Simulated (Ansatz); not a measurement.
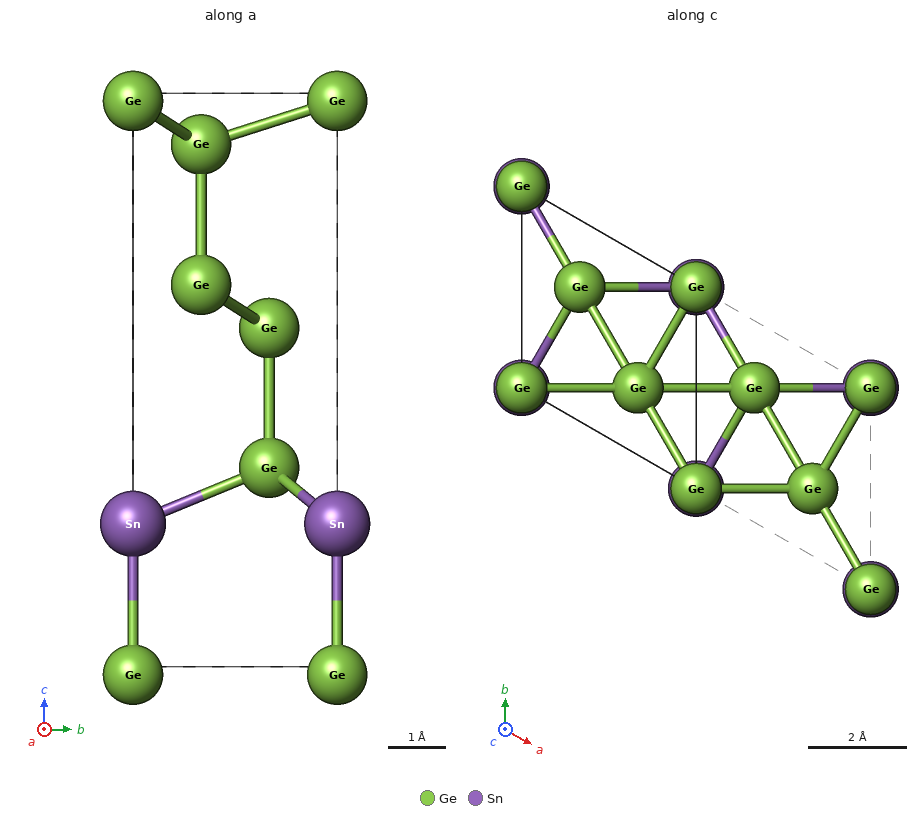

Ball-and-stick drawing of the structure, looking along the a axis and along the c axis. Shown are 2×1×1 repeats of the conventional unit cell, one of them outlined in solid lines.

SnGe₅, space group P3m1 (No. 156), a = 4.14 Å, b = 4.14 Å, c = 10.07 Å, α = 90.00°, β = 90.00°, γ = 120.00°.

The numbers come from Ansatz 0.2.0, DFT, PBE with spin-orbit coupling, plane waves, PAW, using wavefunction cutoff 420 eV, k-point mesh 12×12×4, Fermi-Dirac smearing of 0.02 eV, no moments seeded, so the run stays non-magnetic, spinor wavefunctions.

> What is the band gap, if any?

A metal: bands cross the Fermi level.

> Would the cell expand or shrink if it could?

The computed pressure is 2.4 GPa (compressed: it would expand). The stress isn't hydrostatic: its largest component is 2.9 GPa.

Source of the structure: a structure type filled with these elements by a generator (whether the compound takes this form wasn't checked). Earlier steps of the study, as a rule a relaxation of our own, may have changed the cell and positions, so they can lie some per cent off the listed ones. A calculation with Ansatz used it as input.
